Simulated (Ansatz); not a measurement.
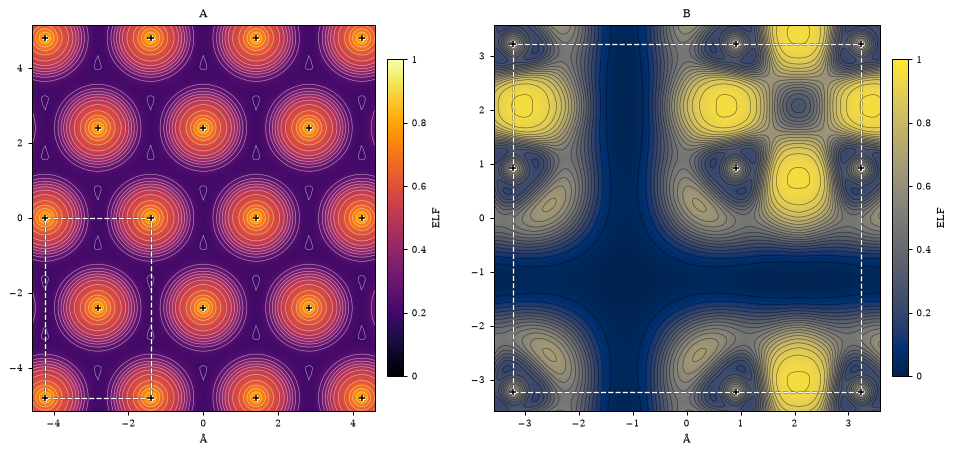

The electron localisation function of 2 systems, each on a plane through atoms (crosses mark nuclei in the plane).

Theory: DFT r2SCAN, scalar-relativistic, plane waves, PAW (Ansatz).

System 1: Au, the (101) plane of the conventional cell. Space group I4/mmm; changed on purpose from its base cell (strain -0.025 along x and y, -0.050 along z, atoms carried along); computed pressure about 28 GPa in this cell; computed without spin polarisation.

```yaml
crystal:
  lattice:
    - [1.99436, -1.99436, 0.00000]
    - [1.99436, 1.99436, 0.00000]
    - [0.00000, 0.00000, 3.88645]
  atoms:
    - { symbol: Au, position: [0.00000, 0.00000, 0.00000] }
    - { symbol: Au, position: [0.50000, 0.50000, 0.50000] }
```

System 2: Si, the (001) plane of the conventional cell. Space group I4/mmm; a structure from a database of computed crystals, not necessarily the ambient phase; changed on purpose from its base cell (strain -0.030 along x and y, +0.030 along z, atoms carried along); not relaxed (largest force 0.8 eV/Å); computed pressure about 3 GPa in this cell.

```cif
data_structure
_symmetry_space_group_name_H-M 'P 1'
_symmetry_Int_Tables_number 1
_cell_length_a 6.4550
_cell_length_b 6.4550
_cell_length_c 3.9591
_cell_angle_alpha 90.000
_cell_angle_beta 90.000
_cell_angle_gamma 90.000
_cell_volume 164.96
loop_
_atom_site_label
_atom_site_type_symbol
_atom_site_fract_x
_atom_site_fract_y
_atom_site_fract_z
_atom_site_occupancy
Si1 Si 0.17875 0.17875 0.00000 1
Si2 Si 0.67875 0.67875 0.50000 1
Si3 Si 0.32125 0.32125 0.50000 1
Si4 Si 0.82125 0.82125 0.00000 1
Si5 Si 0.82125 0.17875 0.00000 1
Si6 Si 0.32125 0.67875 0.50000 1
Si7 Si 0.17875 0.82125 0.00000 1
Si8 Si 0.67875 0.32125 0.50000 1
```

### Match each panel to its system.

Panel A is system 1, Au: the plane holds Au. Au–Au (2.78 Å): the ELF is about 0.20 at the midpoint; no localised pair shows between them. Panel B is system 2, Si: the plane holds Si. Si–Si (2.31 Å): the ELF peaks at about 0.95 between the atoms.
